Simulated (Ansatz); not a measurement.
## In15GaP16 (charge +1): geometry relaxation (part 1 of 3)

System: In15GaP16 (defect cell, 32 atoms in the cell, total charge +1).
Method: DFT PBE, scalar-relativistic, plane waves, PAW, spin-polarised (Ansatz 0.2.0).

The structure derives from a Materials Project entry. It belongs to a series of runs on one base structure; here: Ga on a In site (a), charge +1, atoms relaxed at the host's cell.

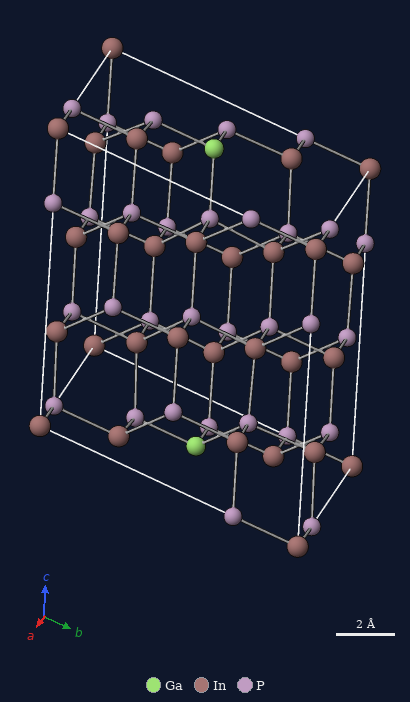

Figure 1. The structure as given in the input (ball-and-stick view of the cell of the calculation, seen slightly off an axis). Near neighbours in the crystal (not all of them lie inside the picture): Ga has 4 P at 2.44 Å; In has 4 P at 2.58 to 2.60 Å; P has 1 Ga at 2.44 Å and 3 In at 2.60 Å; P has 4 In at 2.58 to 2.60 Å.

### Key numbers

```json
{"quantity": "outcome", "value": "converged"}
{"quantity": "electrons treated", "value": "287"}
{"quantity": "free energy", "value": "−99855.5892 eV"}
{"quantity": "Fermi energy", "value": "5.953 eV"}
{"quantity": "gap on the k-point mesh", "value": "none (metallic)"}
{"quantity": "net moment of the cell", "value": "0.00 μB"}
{"quantity": "integrated absolute moment", "value": "0.00 μB"}
{"quantity": "final volume", "value": "846.74 Å³"}
{"quantity": "largest force (length of the vector) at the end", "value": "0.019 eV/Å"}
{"quantity": "hardware", "value": "4 threads of Arm Neoverse V1, 24 GiB of memory available, shared host"}
{"quantity": "wall time", "value": "5.2 min (CPU time 21 min)"}
{"quantity": "peak memory", "value": "3.5 GiB"}
```

### Notes

The program warns: some starting moments were not kept.

### The input
```yaml
crystal:
  lattice:
    - [-5.9597880289, 5.9597880289, 5.9597880289]
    - [5.9597880289, -5.9597880289, 5.9597880289]
    - [5.9597880289, 5.9597880289, -5.9597880289]
  atoms:
    - { symbol: Ga, position: [0.5, 0.5, 0.0], spin: 0.2 }
    - { symbol: In, position: [0.5, 0.7482702915, 0.7527700129] }
    - { symbol: In, position: [0.5, 0.0, 0.5] }
    - { symbol: In, position: [0.7482702915, 0.2527700129, 0.0] }
    - { symbol: In, position: [0.5, 0.2527700129, 0.2482702915] }
    - { symbol: In, position: [0.7482702915, 0.5, 0.7527700129] }
    - { symbol: In, position: [0.7472299871, 0.7472299871, 0.4955002787] }
    - { symbol: In, position: [0.0, 0.0, 0.0] }
    - { symbol: In, position: [0.7472299871, -0.0044997213, 0.2472299871] }
    - { symbol: In, position: [0.0044997213, 0.2517297085, 0.7517297085] }
    - { symbol: In, position: [0.0, 0.5, 0.5] }
    - { symbol: In, position: [0.2527700129, 0.7482702915, 0.0] }
    - { symbol: In, position: [-0.0044997213, 0.7472299871, 0.2472299871] }
    - { symbol: In, position: [0.2517297085, 0.0044997213, 0.7517297085] }
    - { symbol: In, position: [0.2517297085, 0.2517297085, 0.5044997213] }
    - { symbol: In, position: [0.2527700129, 0.5, 0.2482702915] }
    - { symbol: P, position: [0.2639595989, 0.5, 0.0], spin: 0.2 }
    - { symbol: P, position: [0.2507894775, 0.7524341817, 0.7507894775] }
    - { symbol: P, position: [0.2475658183, -0.0016447042, 0.4983552958] }
    - { symbol: P, position: [0.5, 0.2639595989, 0.0], spin: 0.2 }
    - { symbol: P, position: [0.2507894775, 0.2507894775, 0.2524341817] }
    - { symbol: P, position: [0.5, 0.5, 0.7639595989], spin: 0.2 }
    - { symbol: P, position: [0.5, 0.7492105225, 0.5016447042] }
    - { symbol: P, position: [0.7492105225, 0.0016447042, 0.0] }
    - { symbol: P, position: [0.5, 0.0016447042, 0.2492105225] }
    - { symbol: P, position: [0.7524341817, 0.2507894775, 0.7507894775] }
    - { symbol: P, position: [0.7492105225, 0.5, 0.5016447042] }
    - { symbol: P, position: [0.0016447042, 0.7492105225, 0.0] }
    - { symbol: P, position: [0.7360404011, 0.7360404011, 0.2360404011], spin: 0.2 }
    - { symbol: P, position: [-0.0016447042, -0.0016447042, 0.7475658183] }
    - { symbol: P, position: [-0.0016447042, 0.2475658183, 0.4983552958] }
    - { symbol: P, position: [0.0016447042, 0.5, 0.2492105225] }
  host:
    lattice:
      - [0.0, 2.9798940145, 2.9798940145]
      - [2.9798940145, 0.0, 2.9798940145]
      - [2.9798940145, 2.9798940145, 0.0]
    atoms:
      - { symbol: In, position: [0.0, 0.0, 0.0] }
      - { symbol: P, position: [0.25, 0.25, 0.25] }
total_charge: 1
basis:
  ecutwfc: 420
  xc_grid: 2
kpoints:
  mp_grid: { grid: [4, 4, 4], shift: [0.5, 0.5, 0.5] }
hamiltonian:
  xc: pbe
scf:
  occupations: { method: gaussian, width: 0.02 }
output:
  forces: true
  stress: false
  eigenvalues: true
  populations: true
  charged_corrections:
    defect_position: [0.5, 0.5, 0.0]
    epsilon: [[15.0794, 0.0, 0.0], [0.0, 15.0794, 0.0], [0.0, 0.0, 15.0794]]
  write_density: true
  write_potential: true
  elf: true
  volumetric_format: npy
magnetization:
  spin_polarized: true
relax:
  adjacent_minimum: "off"
  f_tol: 0.025
  max_steps: 45
```

Command:
```bash
ansatz run input.yaml --threads 4 --pin off --max-ram 8192MiB --backend cpu --events-out ev --progress --plain --runs-dir out
```

### What the program printed
```
Engine: ansatz 0.2.0, aarch64-unknown-linux-gnu
Pseudopotentials: kind: paw
Pseudopotential: Ga, paw, valence charge 13, recommended cutoff 420 eV (normal), Ga.paw.azcp
Pseudopotential: In, paw, valence charge 13, recommended cutoff 420 eV (normal), In.paw.azcp
Pseudopotential: P, paw, valence charge 5, recommended cutoff 420 eV (normal), P.paw.azcp
Functional definition: PBE
  parameter kappa = 0.804
  parameter beta = 0.06672455060314922
  exchange = pbe_x(kappa = kappa, mu = beta*pi^2/3)
  correlation = pbe_c(beta = beta)
Crystal: 32 atoms, lattice volume = 846.745 Å³
Basis set: ecut = 420 eV, 16487 PW (Γ), exchange–correlation on 144×144×144 points (8 copies of the dense FFT grid, shifted against one another)
Bands: 176, of which v1, the nominal top of the filled ones, is band 144 counted from 1 (143 counted from 0)
Symmetry: 24 space group operations
Space group: I-43m (ITA 217), of the structure as read, at distance tolerance 9.5e-5 Å
Magnetic group: BNS 217.78 (UNI 1580), of the structure as read, at distance tolerance 9.5e-5 Å
k-points: 6 of 64 (time reversal used)
Non-local potential: Ga, projectors of the file, l = 0: 2, l = 1: 2, l = 2: 3, l = 3: 1
Non-local potential: In, projectors of the file, l = 0: 2, l = 1: 2, l = 2: 2, l = 3: 2
Non-local potential: P, projectors of the file, l = 0: 2, l = 1: 2, l = 2: 2
PAW form: soft (Blöchl's): semilocal exchange-correlation on the pseudo side does not see the compensation charge
PAW one-centre angular grid: Ga, 590 points (default); XC on 64 Gauss nodes
PAW one-centre angular grid: In, 590 points (default); XC on 64 Gauss nodes
PAW one-centre angular grid: P, 110 points (default); XC on 64 Gauss nodes
Initial density: superposition of atomic densities (chi_scale 0.1, normalization cell)
Starting moments: Σ|m| = 1 μB on 5 of 32 sites
Initial wavefunctions: pseudopotential atomic-orbital guess
Functional: x = pbe(κ = 0.804, μ = 0.2195149727645171), c = pbe(β = 0.06672455060314922)
SCF iter   1: F=—  HF=-99860.565537 eV  |F-HF|=—  |Δ(HF+E_count)|=         —  Δρ=1.97e-2 (↑1.85e-2 ↓1.97e-2)  dr2=1.87e1  dr2_m=9.58e-2  M=0.117 μB ∫|m|=0.227 μB  β_m=0.30  ethr=3.10e-3  ⟨swp⟩=7.2  Hψ=9440  notcnv=0  defer=48
preconditioner: auto → Resta (q_TF=auto, 2.278 Å⁻¹)  ε∞=3.9  [insulator: Δε(μ)=0.063 eV  Ē_g=12.802 eV  σ=0.020 eV  W_gap=0.74  n_scr=176 (ndim 8)  ℏωp=21.6 eV  f_vac=0.000  D(μ)=12.29/eV (n_scr^D=54)  ε∞_Penn≈3.9]
spin=Collinear: Resta preconditioning applied to the charge; magnetization (m = ρ↑ − ρ↓) channel mixes plain (no charge-response kernel on spin).
SCF iter   2: F=—  HF=-99857.262618 eV  |F-HF|=—  |Δ(HF+E_count)|=    3.30e0  Δρ=1.36e-2 (↑1.28e-2 ↓1.36e-2)  dr2=7.59e0  dr2_m=4.87e-2  M=0.102 μB ∫|m|=0.189 μB  β_m=0.30  ethr=3.10e-3  ⟨swp⟩=2.0  Hψ=2807  notcnv=0  defer=326
SCF iter   3: F=—  HF=-99855.546440 eV  |F-HF|=—  |Δ(HF+E_count)|=    1.72e0  Δρ=4.94e-3 (↑4.80e-3 ↓4.94e-3)  dr2=5.80e-1  dr2_m=2.48e-2  M=0.078 μB ∫|m|=0.151 μB  β_m=0.30  ethr=2.65e-3  ⟨swp⟩=3.0  Hψ=2644  notcnv=0  defer=326
SCF iter   4: F=—  HF=-99855.548335 eV  |F-HF|=—  |Δ(HF+E_count)|=   1.89e-3  Δρ=1.93e-3 (↑1.93e-3 ↓1.64e-3)  dr2=4.84e-2  dr2_m=1.27e-2  M=0.063 μB ∫|m|=0.124 μB  β_m=0.30  ethr=2.02e-4  ⟨swp⟩=3.5  Hψ=4229  notcnv=0  defer=330
SCF iter   5: F=—  HF=-99855.564683 eV  |F-HF|=—  |Δ(HF+E_count)|=   1.63e-2  Δρ=1.31e-3 (↑1.31e-3 ↓1.21e-3)  dr2=1.97e-2  dr2_m=6.55e-3  M=0.052 μB ∫|m|=0.103 μB  β_m=0.30  ethr=1.69e-5  ⟨swp⟩=2.1  Hψ=2337  notcnv=0  defer=330
SCF iter   6: F=—  HF=-99855.583854 eV  |F-HF|=—  |Δ(HF+E_count)|=   1.92e-2  Δρ=7.43e-4 (↑6.88e-4 ↓7.43e-4)  dr2=2.49e-3  dr2_m=3.39e-3  M=0.044 μB ∫|m|=0.086 μB  β_m=0.30  ethr=6.88e-6  ⟨swp⟩=2.1  Hψ=3565  notcnv=0  defer=330
SCF iter   7: F=—  HF=-99855.586604 eV  |F-HF|=—  |Δ(HF+E_count)|=   2.75e-3  Δρ=5.10e-4 (↑5.10e-4 ↓4.73e-4)  dr2=4.60e-4  dr2_m=1.78e-3  M=0.035 μB ∫|m|=0.070 μB  β_m=0.30  ethr=8.69e-7  ⟨swp⟩=2.0  Hψ=3570  notcnv=0  defer=330
Mixer restart at iter 7: flushing history
spin-set hold released at iteration 7 (site moments contracting): the magnetisation degrees of freedom join the quasi-Newton model from the next iteration; the mixer history was flushed
SCF iter   8: F=—  HF=-99855.587179 eV  |F-HF|=—  |Δ(HF+E_count)|=   5.75e-4  Δρ=3.60e-4 (↑3.60e-4 ↓3.52e-4)  dr2=2.24e-4  dr2_m=9.43e-4  M=0.029 μB ∫|m|=0.058 μB  β_m=0.65  ethr=1.60e-7  ⟨swp⟩=2.0  Hψ=3530  notcnv=0  defer=330
SCF iter   9: F=—  HF=-99855.588206 eV  |F-HF|=—  |Δ(HF+E_count)|=   1.03e-3  Δρ=4.98e-5 (↑4.98e-5 ↓4.42e-5)  dr2=3.00e-5  dr2_m=1.11e-5  M=0.009 μB ∫|m|=0.019 μB  β_m=0.62  ethr=7.79e-8  ⟨swp⟩=2.2  Hψ=3524  notcnv=0  defer=330
SCF iter  10: F=—  HF=-99855.588246 eV  |F-HF|=—  |Δ(HF+E_count)|=   3.99e-5  Δρ=2.50e-5 (↑2.50e-5 ↓2.16e-5)  dr2=8.32e-6  dr2_m=2.97e-6  M=0.006 μB ∫|m|=0.011 μB  β_m=0.73  ethr=5.44e-9  ⟨swp⟩=20.9  Hψ=23663  notcnv=0
SCF iter  11: F=—  HF=-99855.588269 eV  |F-HF|=—  |Δ(HF+E_count)|=   2.28e-5  Δρ=1.09e-5 (↑8.80e-6 ↓1.09e-5)  dr2=2.33e-6  dr2_m=4.38e-7  M=0.003 μB ∫|m|=0.005 μB  β_m=0.77  ethr=2.90e-9  ⟨swp⟩=12.1  Hψ=18931  notcnv=0
SCF iter  12: F=-99855.588274 eV  HF=-99855.588274 eV  |F-HF|=9.55e-8  |Δ(HF+E_count)|=   5.16e-6  Δρ=2.12e-6 (↑2.12e-6 ↓1.90e-6)  dr2=1.32e-7  dr2_m=1.94e-8  M=0.001 μB ∫|m|=0.001 μB  ethr=8.13e-10  ⟨swp⟩=12.0  Hψ=16598  notcnv=0
WARN: the starting moments were not kept: the SCF closed with an absolute magnetisation of 9.7e-4 μB, where they sum to 1 μB in size (5 sites). That is at most 0.1 of that sum. Measured as dr2_m measures the in/out step, that magnetisation stands 1.0e-8 eV from none, at or under the dr2_threshold of 1.6e-5 eV: it is no larger than a step whose dr2_m would equal this threshold. The system may hold no moment; this SCF shows only that its start led to no more than that. To try another start: raise the starting moments (crystal.atoms[].spin, magnetization.per_species, magnetization.initial_magnetization, or on a non-collinear deck that types none of these the spinor_matrix: blocks that start its atoms; where the total moment is fixed, keep their sum and leave initial_magnetization as it is; typed ones take the place of any that the run laid by itself, positive ones on a crystal's lanthanoids without a Hubbard term where scf.initial_density.shell_occupations: [] is typed) or, if the notice of its spin-set hold's release reads "site moments contracting" or "site moments show no strong build", lengthen the hold (scf.mixing.spin_hold: { on: { confirm: 4 } }; for m-r²SCAN on two components see the key's manual first). Each may lead to a state that holds a moment. A second SCF, from the converged charge density, with the starting moments and any scf.initial_density.shell_occupations laid on it anew, would have followed, and was not run: the deck does not ask for one (magnetization.retry_lost_moments is false, the default). To let it run, set magnetization.retry_lost_moments: true and run the deck again, where that key's refused combinations let it; where memory then withholds it, that run's warning says so.
SCF 1 converged in 12 iterations: F = -99855.588274 eV  dr2 = 1.32e-7
  greatest PAW one-centre occupation: 0.994 electrons in one spin orbital (limit 2), on the Ga atom at site 0 (counted from 0), in its partial waves of l = 2
relax step   1: F+E_penalty+E_count = -99855.58827440 eV  Δ(F+E_penalty+E_count) = +0.000e0 eV  max|allowed force component| = 3.595e-2 eV/Å  Δτ_max = 0.0000 Å  (12 SCF iters, dr2 threshold 1.56e-5 eV, accepted)
Initial density: handed on by an earlier stage of this run
Starting moments: Σ|m| = 1 μB on 5 of 32 sites; this step starts from the density that it was given
Initial wavefunctions: those handed on with the density
iter 1 solved again at ethr=2.53e-7 eV; its pass at ethr=3.10e-3 eV (dr2=7.27e-4 eV) is discarded
SCF iter   1: F=—  HF=-99855.589556 eV  |F-HF|=—  |Δ(HF+E_count)|=         —  Δρ=1.29e-4 (↑1.29e-4 ↓1.29e-4)  dr2=7.75e-4  dr2_m=3.39e-8  M=0.001 μB ∫|m|=0.001 μB  β_m=0.30  ethr=2.53e-7  ⟨swp⟩=3.0  Hψ=6054  notcnv=0  defer=334
preconditioner: auto → Resta (q_TF=auto, 2.278 Å⁻¹)  ε∞=3.7  [insulator: Δε(μ)=0.099 eV  Ē_g=13.089 eV  σ=0.020 eV  W_gap=0.72  n_scr=176 (ndim 8)  ℏωp=21.6 eV  f_vac=0.022  D(μ)=12.25/eV (n_scr^D=54)  ε∞_Penn≈3.7]
spin=Collinear: Resta preconditioning applied to the charge; magnetization (m = ρ↑ − ρ↓) channel mixes plain (no charge-response kernel on spin).
SCF iter   2: F=—  HF=-99855.589425 eV  |F-HF|=—  |Δ(HF+E_count)|=   1.30e-4  Δρ=8.69e-5 (↑8.69e-5 ↓8.65e-5)  dr2=2.77e-4  dr2_m=2.10e-8  M=0.000 μB ∫|m|=0.001 μB  β_m=0.53  ethr=2.53e-7  ⟨swp⟩=1.8  Hψ=2014  notcnv=0  defer=334
SCF iter   3: F=—  HF=-99855.589362 eV  |F-HF|=—  |Δ(HF+E_count)|=   6.31e-5  Δρ=2.01e-5 (↑2.01e-5 ↓1.99e-5)  dr2=1.53e-5  dr2_m=3.89e-9  M=0.000 μB ∫|m|=0.000 μB  β_m=0.67  ethr=9.64e-8  ⟨swp⟩=3.0  Hψ=3528  notcnv=0  defer=334
SCF iter   4: F=—  HF=-99855.589161 eV  |F-HF|=—  |Δ(HF+E_count)|=   2.01e-4  Δρ=5.67e-6 (↑5.67e-6 ↓5.49e-6)  dr2=1.48e-6  dr2_m=6.83e-10  M=0.000 μB ∫|m|=0.000 μB  β_m=0.68  ethr=5.33e-9  ⟨swp⟩=2.0  Hψ=3498  notcnv=0  defer=334
SCF iter   5: F=—  HF=-99855.589161 eV  |F-HF|=—  |Δ(HF+E_count)|=   2.04e-7  Δρ=2.18e-6 (↑2.18e-6 ↓2.17e-6)  dr2=1.84e-7  dr2_m=1.38e-10  M=0.000 μB ∫|m|=0.000 μB  β_m=0.67  ethr=5.17e-10  ⟨swp⟩=2.0  Hψ=3498  notcnv=0  defer=334
SCF iter   6: F=-99855.589161 eV  HF=-99855.589161 eV  |F-HF|=3.45e-8  |Δ(HF+E_count)|=   7.26e-8  Δρ=1.10e-6 (↑1.10e-6 ↓1.09e-6)  dr2=4.47e-8  dr2_m=4.16e-11  M=0.000 μB ∫|m|=0.000 μB  ethr=3.48e-11  ⟨swp⟩=17.0  Hψ=17489  notcnv=0
the starting moments were not kept: the SCF closed with an absolute magnetisation of 5.4e-5 μB, where they sum to 1 μB in size (5 sites). That is at most 0.1 of that sum. Measured as dr2_m measures the in/out step, that magnetisation stands 3.0e-11 eV from none, at or under the dr2_threshold of 1.0e-7 eV: it is no larger than a step whose dr2_m would equal this threshold.
SCF 2 converged in 6 iterations: F = -99855.589161 eV  dr2 = 4.47e-8
relax step   2: F+E_penalty+E_count = -99855.58916118 eV  Δ(F+E_penalty+E_count) = -8.868e-4 eV  max|allowed force component| = 1.877e-2 eV/Å  Δτ_max = 0.0040 Å  (6 SCF iters, accepted)
```

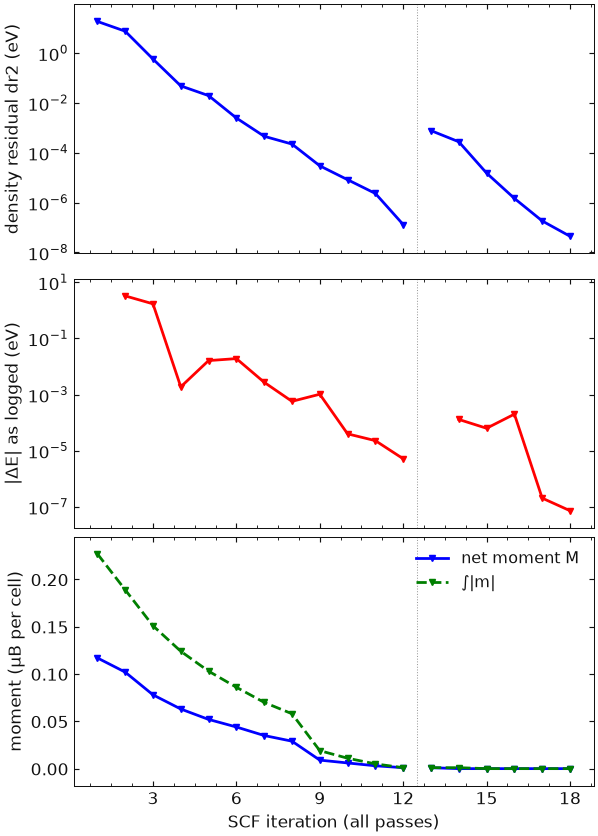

Figure 2. Convergence of the self-consistent field: density residual dr2, size of the energy change and magnetic moment against the SCF iteration. The dotted lines part the SCF passes of the relaxation: geometry steps, rejected trials and re-solves on a re-selected basis. The passes take 12 and 6 iterations. The net moment goes from 0.1 to 0.0 μB per cell, and ∫|m| falls to zero.

```
SCF converged after 6 iterations
Magnetization: 0.0000 μB (143.5000 up, 143.5000 down)
Absolute magnetization: 0.0001 μB (∫|ρ↑−ρ↓|, with the PAW one-centre terms)
Spin contamination: 0.0000 ħ² per cell (⟨S²⟩ above its minimum at these occupations)
```
